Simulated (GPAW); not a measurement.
# Core-hole calculation of the Zn K edge in ZnSe (Stilleite, F-43m), part 2 of 3

How does the Zn K edge of ZnSe (Stilleite, F-43m) move when the bonds are compressed or stretched?

GPAW 26.7.0; X-ray absorption from dipole matrix elements to empty bands, plane-wave PAW PBE.

So far. Step 2 (Ground state of the crystal): The mesh shows a gap of 1.30 eV, so the hole is first treated in a charged cell, without the excited electron.

## (4) Spectrum with FCH, Zn atom 2

The holes are 5.7 Å apart. In GPAW the data set carries the hole's charge, so charge=0 means a charged cell and charge=-1 a neutral one. The excited electron is left out and a uniform background balances the charge. After the field has converged, empty bands are computed with the density fixed and the dipole matrix elements are summed.

The absorber has 4 Se at 2.45 Å (tetrahedral, site symmetry -43m).

File xas.py:

```python
import numpy as np
from ase import Atoms
from ase.parallel import parprint, paropen
from gpaw import GPAW, PW, FermiDirac, Mixer, MixerDif, setup_paths
from gpaw.test import gen
setup_paths.insert(0, '.')
gen('Zn', name='fch1s', xcname='PBE', corehole=(1, 0, 1), write_xml=True)
from gpaw.mpi import world
world.barrier()

atoms = Atoms('Se4Zn4',
    cell=[[0, 0, 5.6676],
     [5.6676, 0, 0],
     [0, 5.6676, 0]],
    scaled_positions=[[0.75, 0.75, 0.75],
     [0.75, 0.25, 0.25],
     [0.25, 0.25, 0.75],
     [0.25, 0.75, 0.25],
     [0, 0, 0],
     [0, 0.5, 0.5],
     [0.5, 0.5, 0],
     [0.5, 0, 0.5]],
    pbc=True)
atoms.calc = calc = GPAW(legacy_gpaw=True, mode=PW(430, force_complex_dtype=True), xc='PBE', setups={4: 'fch1s'},
    kpts={'size': (3, 3, 3), 'gamma': True}, occupations=FermiDirac(0.02),
    charge=0, mixer=Mixer(0.1, 5, 50), maxiter=150,
    convergence={'density': 0.0001, 'eigenstates': 1e-6}, txt='scf.txt')
energy = atoms.get_potential_energy() + calc.get_reference_energy()
ef = calc.get_fermi_level()
out = dict(energy=energy, fermi=ef, forces=atoms.get_forces().tolist())
parprint(f'all-electron energy {energy:.4f} eV, Fermi level {ef:.4f} eV')
ev = np.array([[calc.get_eigenvalues(k, s) for k in range(len(calc.get_ibz_k_points()))] for s in range(calc.get_number_of_spins())])
out['homo'], out['lumo'], out['counts'] = ev[ev < ef].max(), ev[ev > ef].min(), sorted(set((ev < ef).sum((0, 2)).tolist()))
out['filled'] = (ev[:, 0] < ef).sum(1).tolist()

from ase.units import Ha
from gpaw.xas import dipole_matrix_elements
nb = int(calc.get_number_of_electrons() / 2) + 111
top, nb = nb, nb + 8 + nb // 12
nscf = calc.fixed_density(kpts={'size': (4, 4, 4), 'gamma': True}, nbands=nb,
    convergence={'bands': top, 'eigenstates': 5e-3}, maxiter=60, txt='nscf.txt')
cell = atoms.cell.array
ops = [cell.T @ U.T @ np.linalg.inv(cell.T) for U in nscf.wfs.kd.symmetry.op_scc]
filled = [36]  # bands filled in the ground state, by spin
E = np.arange(-6, 34, 0.1)
fwhm = np.interp(E, [4, 25], [1.67, 3.5])
Y, X, zero, highest = 0, 0, 1e9, 1e9
for spin in range(nscf.get_number_of_spins()):
    wfs = nscf.wfs
    mine = wfs.bd.get_slice()  # this rank's bands
    A = dipole_matrix_elements(wfs.setups[4])
    eps = np.zeros((wfs.kd.nibzkpts, nb))
    d = np.zeros((3, A.shape[1], wfs.kd.nibzkpts, nb), complex)
    for kpt in wfs.kpt_u:
        if kpt.s == spin and 4 in kpt.P_ani:
            eps[kpt.k, mine] = kpt.eps_n * Ha
            d[:, :, kpt.k, mine] = (kpt.weight * wfs.nspins / 2) ** 0.5 * np.inner(A, kpt.P_ani[4])
    world.sum(eps)
    world.sum(d)
    T = np.einsum('amkn,bmkn->abkn', d, d.conj()).real
    T = sum(np.einsum('ai,ijkn,bj->abkn', R, T, R) for R in ops) / len(ops)
    empty = np.ones_like(eps, bool) & (np.arange(nb) >= filled[spin])
    zero, highest = min(zero, eps[empty].min()), min(highest, eps[:, top - 1].min())
    lines = [(eps, T, empty)] if spin == 0 else lines + [(eps, T, empty)]
for eps, T, empty in lines:
    f = np.einsum('aakn->akn', T).reshape(3, -1)
    x = eps.ravel() - zero
    w = np.interp(x, E, fwhm) / 2.35482
    g = np.exp(-0.5 * ((E[:, None] - x) / w) ** 2) / (w * (2 * np.pi) ** 0.5)
    Y = Y + (f * empty.ravel()) @ g.T
    X = X + (f * ~empty.ravel()) @ g.T
out.update(E=E.round(2).tolist(), xas=Y.tolist(), xes=X.tolist(), zero=zero, valid=highest - zero, nk=len(eps), nb=nb)
for i in range(0, len(E), 10):
    parprint(f'{E[i]:7.2f}', *(f'{v:10.3e}' for v in Y[:, i]))
import json
with paropen('out.json', 'w') as f:
    json.dump(out, f)
```

Launch:

```console
> OMP_NUM_THREADS=1 mpirun -n 4 gpaw python xas.py
```

Numbers of over 12 decimals in the logs are rounded to 6 here.

Output:

```text
Input parameters:
  convergence: {density: 0.0001,
                eigenstates: 1e-06}
  kpts: {gamma: True,
         size: (3, 3, 3)}
  maxiter: 150
  mixer: {backend: pulay,
          beta: 0.1,
          method: separate,
          nmaxold: 5,
          weight: 50}
  mode: {ecut: 430.0,
         force_complex_dtype: True,
         name: pw}
  occupations: {fixmagmom: False,
                name: fermi-dirac,
                width: 0.02}
  setups: {4: fch1s}
  xc: PBE

Initialize ...

[... PAW data sets ...]

Reference energy: -450160.662495  # eV

Spin-paired calculation

[... convergence settings ...]
Symmetries present (total): 24
  [... symmetry matrices ...]

27 k-points: 3 x 3 x 3 Monkhorst-Pack grid
4 k-points in the irreducible part of the Brillouin zone
       k-points in crystal coordinates                weights
   0:     0.00000000    0.00000000    0.00000000          1/27
   1:     0.33333333    0.00000000    0.00000000          6/27
   2:     0.33333333    0.33333333    0.00000000         12/27
   3:     0.33333333    0.33333333    0.33333333          8/27

Wave functions: Plane wave expansion
  Cutoff energy: 430.000 eV
  Number of coefficients (min, max): 3682, 3743
  Pulay-stress correction: 0.000000 eV/Ang^3 (de/decut=0.000000)
  Using FFTW library
  Wavefunction extrapolation:
    Improved wavefunction reuse through dual PAW basis

Occupation numbers: Fermi-Dirac:
  width: 0.0200  # eV

Eigensolver
   Davidson(niter=2)

Densities:
  Coarse grid: 28*28*28 grid
  Fine grid: 56*56*56 grid
  Total Charge: 1.000000

Density mixing:
  Method: separate
  Backend: pulay
  Linear mixing parameter: 0.1
  old densities: 5
  Width of damping distribution: 1.1
  Damping of long wavelength oscillations: 50

[... Hamiltonian set-up ...]
Number of atoms: 8
Number of atomic orbitals: 52
Number of bands in calculation: 48
Number of valence electrons: 72
Bands to converge: occupied

... initialized

Initializing position-dependent things.

Density initialized from atomic densities
Creating initial wave functions:
  48 bands from LCAO basis set

                    Se
           Se
         Zn
             Se
              Zn
                  Se
                Zn
       Zn

Atomic positions and initial magnetic moments

Positions:
   0 Se     4.250700    4.250700    4.250700    ( 0.0000,  0.0000,  0.0000)
   1 Se     1.416900    1.416900    4.250700    ( 0.0000,  0.0000,  0.0000)
   2 Se     1.416900    4.250700    1.416900    ( 0.0000,  0.0000,  0.0000)
   3 Se     4.250700    1.416900    1.416900    ( 0.0000,  0.0000,  0.0000)
   4 Zn     0.000000    0.000000    0.000000    ( 0.0000,  0.0000,  0.0000)
   5 Zn     2.833800    2.833800    0.000000    ( 0.0000,  0.0000,  0.0000)
   6 Zn     2.833800    0.000000    2.833800    ( 0.0000,  0.0000,  0.0000)
   7 Zn     0.000000    2.833800    2.833800    ( 0.0000,  0.0000,  0.0000)

Unit cell:
           periodic     x           y           z      points  spacing
  1. axis:    yes    0.000000    0.000000    5.667600    28     0.2024
  2. axis:    yes    5.667600    0.000000    0.000000    28     0.2024
  3. axis:    yes    0.000000    5.667600    0.000000    28     0.2024

  Lengths:   5.667600   5.667600   5.667600
  Angles:   90.000000  90.000000  90.000000

Effective grid spacing dv^(1/3) = 0.2024

iter:   1   -38.400562
iter:   2   -37.622752   -0.58  -1.18
iter:   3   -36.615791   -1.01  -1.26
iter:   4   -36.631687   -1.99  -1.51
iter:   5   -36.674709   -2.07  -1.56
iter:   6   -36.612315   -2.95  -2.19
iter:   7   -36.603896   -2.80  -2.31
iter:   8   -36.602688c  -4.34  -3.09
iter:   9   -36.602461c  -4.88  -3.22
iter:  10   -36.602466c  -5.63  -3.17
iter:  11   -36.602447c  -4.89  -3.18
iter:  12   -36.602356c  -5.28  -3.21
iter:  13   -36.602323c  -5.03  -3.49
iter:  14   -36.602328c  -6.10c -3.87
iter:  15   -36.602316c  -5.94  -3.96
iter:  16   -36.602321c  -6.70c -4.23c

Converged after 16 iterations.

Dipole moment: (-0.000000, -0.000000, -0.000000) |e|*Ang

Energy contributions relative to reference atoms: (reference = -450160.662495)

Kinetic:        +28.326225
Potential:      -36.320127
External:        +0.000000
XC:             -28.460907
Entropy (-ST):   -0.000000
Local:           -0.147512
SIC:             +0.000000
--------------------------
Free energy:    -36.602321
Extrapolated:   -36.602321

Showing only first 2 kpts
 Kpt  Band  Eigenvalues  Occupancy
  0    34      3.81900    2.00000
  0    35      3.81900    2.00000
  0    36      4.86752    0.00000
  0    37      6.82410    0.00000

  1    34      3.15599    2.00000
  1    35      3.15599    2.00000
  1    36      6.65601    0.00000
[...]
Fermi level: 4.33353

Gap: 1.049 eV
Transition (v -> c):
  (s=0, k=0, n=35, [0.00, 0.00, 0.00]) -> (s=0, k=0, n=36, [0.00, 0.00, 0.00])
No difference between direct/indirect transitions

Forces in eV/Ang:
  0 Se    0.02237    0.02237    0.02237
  1 Se   -0.02237   -0.02237    0.02237
  2 Se   -0.02237    0.02237   -0.02237
  3 Se    0.02237   -0.02237   -0.02237
  4 Zn   -0.00000    0.00000    0.00000
  5 Zn    0.00000   -0.00000    0.00000
  6 Zn   -0.00000    0.00000   -0.00000
  7 Zn    0.00000    0.00000   -0.00000
Scalar-relativistic atomic PBE calculation for Zn (Zinc, Z=30)
Core hole in 1s state (1s occupation: 1.0)
600 radial gridpoints.
|------------------------------------------------|
|------------------------------------------------|
[... the atom generator's iteration count ...]

Energy contributions:
-------------------------
Kinetic:    +1457.970091
XC:           -62.631801
Potential:  -2834.535616
-------------------------
Total:      -1439.197326

state      eigenvalue         ekin         rmax
-----------------------------------------------
1s^1.0 :  -363.089361   458.784609        0.033
2s^2.0 :   -45.681210    90.109297        0.185
2p^6.0 :   -40.586365    89.039872        0.147
3s^2.0 :    -5.602745    20.202422        0.571
3p^6.0 :    -3.926114    18.237897        0.568
3d^10.0:    -1.022506    13.067112        0.532
4s^2.0 :    -0.591866     2.112153        1.874
4p^0.0 :    -0.335189     1.283448        2.317
-----------------------------------------------
(units: Bohr and Hartree)

Generating PAW setup
Kinetic energy of the core from tauc = 1335.832873827155
Cutoffs:
rc(s)=2.430
rc(p)=2.400
rc(d)=2.230
rc(vbar)=2.260
rc(comp)=2.200
rc(nct)=2.430

Kinetic energy of the core states: 1323.074664
Charge: 1.0
Core electrons: 17.0
Valence electrons: 12.0
Pseudo-core charge: 0.062099
Shape function alpha=2.066
Pseudo-electron charge 3.417638
state    eigenvalue         norm
--------------------------------
4s(2) :    -0.591866     1.201133
*s    :     0.408134
4p(0) :    -0.335189     1.021145
*p    :     0.664811
3d(10):    -1.022506     0.095327
*d    :    -0.022506
--------------------------------

Diagonalizing with gridspacing h=0.050

state   all-electron     PAW
-------------------------------
4s:      -0.591866    -0.592148
4p:      -0.335189    -0.335391
3d:      -1.022506    -1.022962
*f:                   -0.019081
-------------------------------
all-electron energy -450197.2648 eV, Fermi level 4.3335 eV
[...]
31.00  1.319e-07  1.319e-07  1.319e-07
  32.00  1.270e-07  1.270e-07  1.270e-07
  33.00  1.341e-07  1.341e-07  1.341e-07
```

The job ended after 44 s (4 MPI ranks of Arm Neoverse V1, shared host; peak memory 0.27 GiB; 2.9 min of CPU time).

The Zn K spectrum, Zn atom 2, full core hole (charged cell) (energy from the lowest empty level; intensity scaled to a mean of 1 over the first 20 eV):

```
E (eV)  intensity
  -2.0       0.00
  -0.5       0.00
   1.0       0.14
   2.5       0.85
   4.0       1.59
   5.5       2.04
   7.0       0.97
   8.5       1.01
  10.0       0.85
  11.5       1.03
  13.0       1.22
  14.5       1.00
  16.0       0.78
  17.5       0.81
  19.0       0.82
  20.5       0.73
  22.0       0.81
  23.5       0.84
  25.0       0.83
  26.5       0.88
  28.0       0.91
  29.5       0.89
  31.0       0.80
```

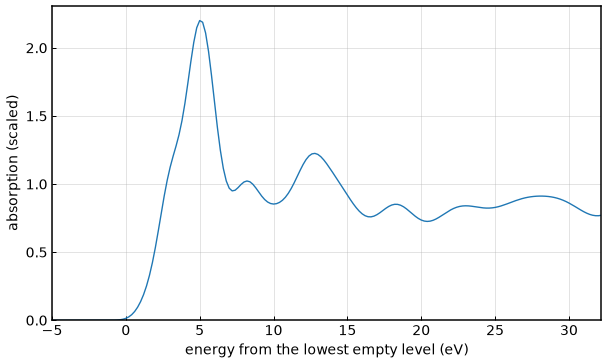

The Zn K edge, Zn atom 2, full core hole (charged cell): main maxima at 5.0, 8.2 and 12.8 eV.

Main maxima below 30 eV (height): 5.0 eV (2.20), 8.2 eV (1.02), 12.8 eV (1.23), 18.2 eV (0.85) and 28.0 eV (0.91). A K edge sees empty p states on the absorber.

The hole costs E(hole) − E(ground) = 9686.44 eV, and the lowest empty level of the hole cell on the spectrum's mesh lies at 4.87 eV, which puts the zero at 9691.31 eV. One term is added: -30.96 eV, since the hole is spin-paired here and a spin-polarised one costs that much less in the free atom (computed apart). The photon energy is then 9660.35 eV. The tabulated edge of the element is 9659 eV. The functional and the charged cell's background leave an error of a few eV in such absolute values.

## (5) Reference energy of the supercell

The cell changes for the next run, so it gets a reference energy of its own.

The cell differs from the one that the last finished run ended in (a 5.668 → 5.552 Å, b 5.668 → 5.552 Å, c 5.668 → 5.552 Å).

File scf.py:

```python
import numpy as np
from ase import Atoms
from ase.parallel import parprint, paropen
from gpaw import GPAW, PW, FermiDirac, Mixer, MixerDif, setup_paths
from gpaw.test import gen
setup_paths.insert(0, '.')
gen('Zn', name='nch1s', xcname='PBE', corehole=(1, 0, 0), write_xml=True)
from gpaw.mpi import world
world.barrier()

atoms = Atoms('Se4Zn4',
    cell=[[0, 0, 5.55190223],
     [5.55190223, 0, 0],
     [0, 5.55190223, 0]],
    scaled_positions=[[0.75, 0.75, 0.75],
     [0.75, 0.25, 0.25],
     [0.25, 0.25, 0.75],
     [0.25, 0.75, 0.25],
     [0, 0, 0],
     [0, 0.5, 0.5],
     [0.5, 0.5, 0],
     [0.5, 0, 0.5]],
    pbc=True)
atoms.calc = calc = GPAW(legacy_gpaw=True, mode=PW(430, force_complex_dtype=True), xc='PBE', setups={4: 'nch1s'},
    kpts={'size': (3, 3, 3), 'gamma': True}, occupations=FermiDirac(0.02),
    charge=0, mixer=Mixer(0.1, 5, 50), maxiter=150,
    convergence={'density': 0.0001, 'eigenstates': 1e-6}, txt='scf.txt')
energy = atoms.get_potential_energy() + calc.get_reference_energy()
ef = calc.get_fermi_level()
out = dict(energy=energy, fermi=ef, forces=atoms.get_forces().tolist())
parprint(f'all-electron energy {energy:.4f} eV, Fermi level {ef:.4f} eV')
ev = np.array([[calc.get_eigenvalues(k, s) for k in range(len(calc.get_ibz_k_points()))] for s in range(calc.get_number_of_spins())])
out['homo'], out['lumo'], out['counts'] = ev[ev < ef].max(), ev[ev > ef].min(), sorted(set((ev < ef).sum((0, 2)).tolist()))
out['filled'] = (ev[:, 0] < ef).sum(1).tolist()
import json
with paropen('out.json', 'w') as f:
    json.dump(out, f)
```

Launch:

```console
> OMP_NUM_THREADS=1 mpirun -n 4 gpaw python scf.py
```

Output:

```text
Input parameters:
  convergence: {density: 0.0001,
                eigenstates: 1e-06}
  kpts: {gamma: True,
         size: (3, 3, 3)}
  maxiter: 150
  mixer: {backend: pulay,
          beta: 0.1,
          method: separate,
          nmaxold: 5,
          weight: 50}
  mode: {ecut: 430.0,
         force_complex_dtype: True,
         name: pw}
  occupations: {fixmagmom: False,
                name: fermi-dirac,
[...]
*s    :     0.780349
4p(0) :    -0.041035     1.007410
*p    :     0.958965
3d(10):    -0.372700     0.153765
*d    :     0.627300
--------------------------------

Diagonalizing with gridspacing h=0.050

state   all-electron     PAW
-------------------------------
4s:      -0.219651    -0.219820
4p:      -0.041035    -0.041071
3d:      -0.372700    -0.373322
*f:                    0.071886
-------------------------------
all-electron energy -459883.4039 eV, Fermi level 5.0952 eV
[key lines of the parts left out:]
Converged after 15 iterations.
Dipole moment: (-0.000000, -0.000000, -0.000000) |e|*Ang
Free energy:    -23.968069
Fermi level: 5.09522
```

The job ended after 11 s (4 MPI ranks; peak memory 0.21 GiB; 42 s of CPU time).

Reference energy: -459883.404 eV with the cores included.

## (6) Spectrum with FCH, Zn atom 2

Shorter bonds are expected to push antibonding states and scattering resonances up, and longer ones down; the cell is scaled to test that.

Changed against the first core-hole run: volume scale from 1 to 0.94.

xas.py: that of step 4 with these lines changed.

```diff
@@ -11,5 +11,5 @@
 atoms = Atoms('Se4Zn4',
-    cell=[[0, 0, 5.6676],
-     [5.6676, 0, 0],
-     [0, 5.6676, 0]],
+    cell=[[0, 0, 5.55190223],
+     [5.55190223, 0, 0],
+     [0, 5.55190223, 0]],
     scaled_positions=[[0.75, 0.75, 0.75],
@@ -37,3 +37,3 @@
 from gpaw.xas import dipole_matrix_elements
-nb = int(calc.get_number_of_electrons() / 2) + 111
+nb = int(calc.get_number_of_electrons() / 2) + 105
 top, nb = nb, nb + 8 + nb // 12
```

Launch:

```console
> OMP_NUM_THREADS=1 mpirun -n 4 gpaw python xas.py
```

Output:

```text
Input parameters:
  convergence: {density: 0.0001,
                eigenstates: 1e-06}
  kpts: {gamma: True,
         size: (3, 3, 3)}
  maxiter: 150
  mixer: {backend: pulay,
          beta: 0.1,
          method: separate,
          nmaxold: 5,
          weight: 50}
  mode: {ecut: 430.0,
         force_complex_dtype: True,
         name: pw}
  occupations: {fixmagmom: False,
                name: fermi-dirac,
[...]
*d    :    -0.022506
--------------------------------

Diagonalizing with gridspacing h=0.050

state   all-electron     PAW
-------------------------------
4s:      -0.591866    -0.592148
4p:      -0.335189    -0.335391
3d:      -1.022506    -1.022962
*f:                   -0.019081
-------------------------------
all-electron energy -450197.5668 eV, Fermi level 5.0097 eV
[...]
32.00  1.280e-07  1.280e-07  1.280e-07
  33.00  1.248e-07  1.248e-07  1.248e-07
[key lines of the parts left out:]
Converged after 16 iterations.
Dipole moment: (-0.000000, -0.000000, -0.000000) |e|*Ang
Free energy:    -36.904333
Fermi level: 5.00965
```

Wall time 43 s (4 MPI ranks); peak memory 0.26 GiB.

```
E (eV)  first run  this run
  -2.0       0.00      0.00
  -1.0       0.00      0.00
   0.0       0.01      0.02
   1.0       0.14      0.21
   2.0       0.53      0.68
   3.0       1.12      1.15
   4.0       1.59      1.63
   5.0       2.20      2.06
   6.0       1.60      1.38
   7.0       0.97      0.88
   8.0       1.02      1.00
   9.0       0.94      0.95
  10.0       0.85      0.86
  11.0       0.93      0.93
  12.0       1.14      1.11
  13.0       1.22      1.20
  14.0       1.09      1.12
  15.0       0.92      1.00
  16.0       0.78      0.84
  17.0       0.78      0.77
  18.0       0.85      0.84
  19.0       0.82      0.85
  20.0       0.74      0.76
  21.0       0.74      0.72
  22.0       0.81      0.78
  23.0       0.84      0.82
  24.0       0.83      0.82
  25.0       0.83      0.81
  26.0       0.86      0.83
  27.0       0.90      0.88
  28.0       0.91      0.91
  29.0       0.90      0.92
  30.0       0.86      0.90
  31.0       0.80      0.84
  32.0       0.77      0.77
```

The scaled spectrum changes by 6 % r.m.s. The highest intensity below 24 eV goes from 5.0 eV (2.20) to 4.8 eV (2.07).

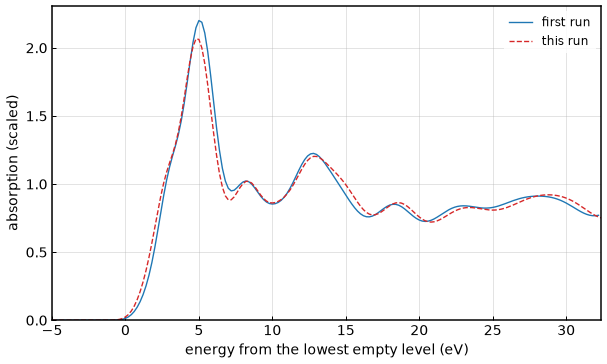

The effect of the change (volume scale from 1 to 0.94).

The photon energy of the zero moves by +0.35 eV.

## (7) Supercell without a hole, the energy reference

The cell changes for the next run, so it gets a reference energy of its own.

The cell differs from the one that the last finished run ended in (a 5.552 → 5.610 Å, b 5.552 → 5.610 Å, c 5.552 → 5.610 Å).

scf.py: that of step 5 with these lines changed.

```diff
@@ -11,5 +11,5 @@
 atoms = Atoms('Se4Zn4',
-    cell=[[0, 0, 5.55190223],
-     [5.55190223, 0, 0],
-     [0, 5.55190223, 0]],
+    cell=[[0, 0, 5.6103476],
+     [5.6103476, 0, 0],
+     [0, 5.6103476, 0]],
     scaled_positions=[[0.75, 0.75, 0.75],
```

Launch:

```console
> OMP_NUM_THREADS=1 mpirun -n 4 gpaw python scf.py
```

Output:

```text
Input parameters:
  convergence: {density: 0.0001,
                eigenstates: 1e-06}
  kpts: {gamma: True,
         size: (3, 3, 3)}
  maxiter: 150
  mixer: {backend: pulay,
          beta: 0.1,
          method: separate,
          nmaxold: 5,
          weight: 50}
  mode: {ecut: 430.0,
         force_complex_dtype: True,
         name: pw}
  occupations: {fixmagmom: False,
                name: fermi-dirac,
[...]
*s    :     0.780349
4p(0) :    -0.041035     1.007410
*p    :     0.958965
3d(10):    -0.372700     0.153765
*d    :     0.627300
--------------------------------

Diagonalizing with gridspacing h=0.050

state   all-electron     PAW
-------------------------------
4s:      -0.219651    -0.219820
4p:      -0.041035    -0.041071
3d:      -0.372700    -0.373322
*f:                    0.071886
-------------------------------
all-electron energy -459883.5936 eV, Fermi level 4.7191 eV
[key lines of the parts left out:]
Converged after 15 iterations.
Dipole moment: (-0.000000, -0.000000, -0.000000) |e|*Ang
Free energy:    -24.157794
Fermi level: 4.71912
```

The job ended after 11 s (4 MPI ranks; peak memory 0.21 GiB).

Reference energy: -459883.594 eV with the cores included.

(Continued in part 3 of 3.)

[Banner, clock and machine lines of the logs are left out without a mark of their own.]

[Logs are printed without paths, hosts, clocks, repeated set-up lines and the standing remarks that a program may print on its own settings, such as how far it seeks lower states.]

[Hosts, paths, dates, database ids (printed as entryN), source tags and the programs' standing remarks are cut or masked in the printed files.]

[Lists of maxima count a maximum above −3 eV only where it reaches 4 % of the highest in the window and stands out from its surroundings by 2 % of it (1.5 % where it reaches 55 %); shoulders and weaker maxima are passed over, and of the rest the first, up to two pre-edge ones and the few strongest are named.]
